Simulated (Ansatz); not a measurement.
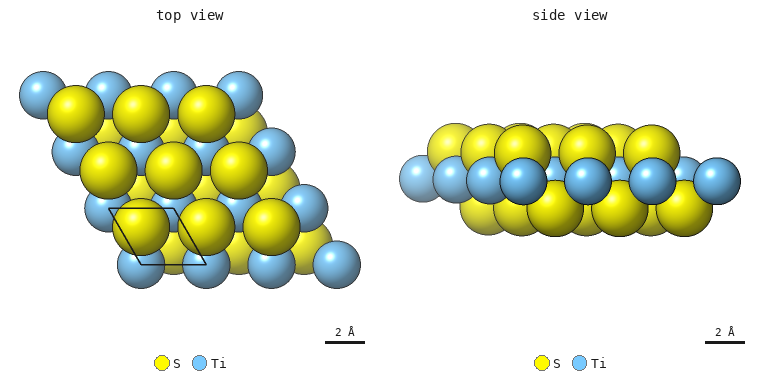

Monolayer TiS2, seen from above and from the side.

Method: Ansatz, DFT PBE+D3(BJ), scalar-relativistic, plane waves, PAW. Cutoff 420 eV, 30 × 30 k-points, Gaussian smearing 0.05 eV, dipole correction. No spin polarisation. No Hubbard term, so a correlated insulator may come out metallic.

The STM signal is simulated in the Tersoff–Hamann approximation. Bias windows are sharp sums over the levels of the k mesh.

```cif
data_structure
_symmetry_space_group_name_H-M 'P 1'
_symmetry_Int_Tables_number 1
_cell_length_a 3.3677
_cell_length_b 3.3677
_cell_length_c 19.8662
_cell_angle_alpha 90.000
_cell_angle_beta 90.000
_cell_angle_gamma 120.000
_cell_volume 195.12
loop_
_atom_site_label
_atom_site_type_symbol
_atom_site_fract_x
_atom_site_fract_y
_atom_site_fract_z
_atom_site_occupancy
S1 S 0.66667 0.33333 0.42786 1
Ti1 Ti 0.00000 0.00000 0.50000 1
S2 S 0.33333 0.66667 0.57214 1
```

What does a constant-current image at a set point of 3.4 × 10⁻⁷ e/Å³ show at −2.00 V?

The brightest spots lie over the top S atoms; the darkest points are over the Ti atoms 1.4 Å below the top plane. The corrugation is 8 pm at a mean tip height of 5.0 Å. So weak a contrast (8 pm) depends on the k-mesh and on the tip.

Predict the constant-current image at a set point of 2.3 × 10⁻⁷ e/Å³ at +0.50 V.

The brightest spots lie over the top S atoms; the darkest points are over the Ti atoms 1.4 Å below the top plane. The corrugation is 26 pm at a mean tip height of 4.5 Å.

The computed images, with the atoms seen from above drawn over one corner (deeper ones smaller):

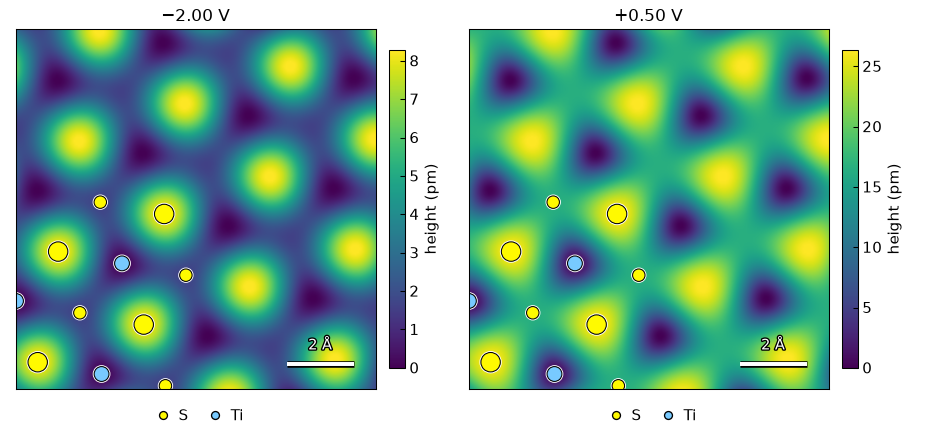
